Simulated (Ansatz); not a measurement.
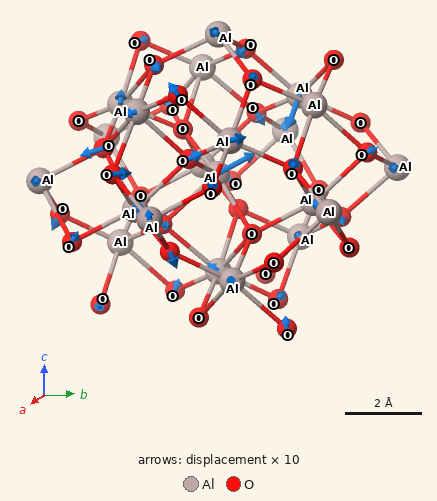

This is a relaxation of a defect cell of composition Al$_{48}$O$_{71}$. The starting structure is drawn; blue arrows show the displacements, magnified 10 times.

The picture is a ball-and-stick view of the atoms within 5.0 Å of the atom that moves most (axes of the cell of the calculation), seen slightly off an axis.

The atoms of the start lie slightly off their symmetric places, so part of the fall in energy undoes that.

Method: DFT, PBEsol, PAW, plane waves in Ansatz. Settings: plane-wave cutoff 420 eV; k-point mesh 1 × 1 × 1; mesh shifted by (0.25, 0.25, 0.25); collinear spin; atoms relaxed in a fixed cell; force threshold 0.03 eV/Å; at most 80 steps.

Atoms of which element are displaced furthest, and by how much?

Answer. Aluminium: up to 0.12 Å, against 0.07 Å for oxygen.

What did the optimiser do to the structure, and how much energy did it gain?

Answer. After 4 geometry steps the energy has fallen by 1.371 eV per cell of the calculation. Largest force component: 1.7 eV/Å at the start, 0.009 eV/Å at the end. The atom that moves furthest is an Al atom (0.12 Å along [0 3 1]). By element the largest moves are Al 0.12 Å, O 0.07 Å. The cell stays as it was. Some distances before and after: Al–O 1.961 → 2.064 Å, Al–O 1.899 → 1.971 Å, Al–O 1.789 → 1.860 Å, Al–O 2.013 → 1.952 Å. Among the angles between lasting bonds that change: Al–O–Al 134.0° → 129.0°, O–Al–O 164.1° → 159.4°, O–Al–O 91.8° → 87.5°. The program noted that the starting moments weren't kept.
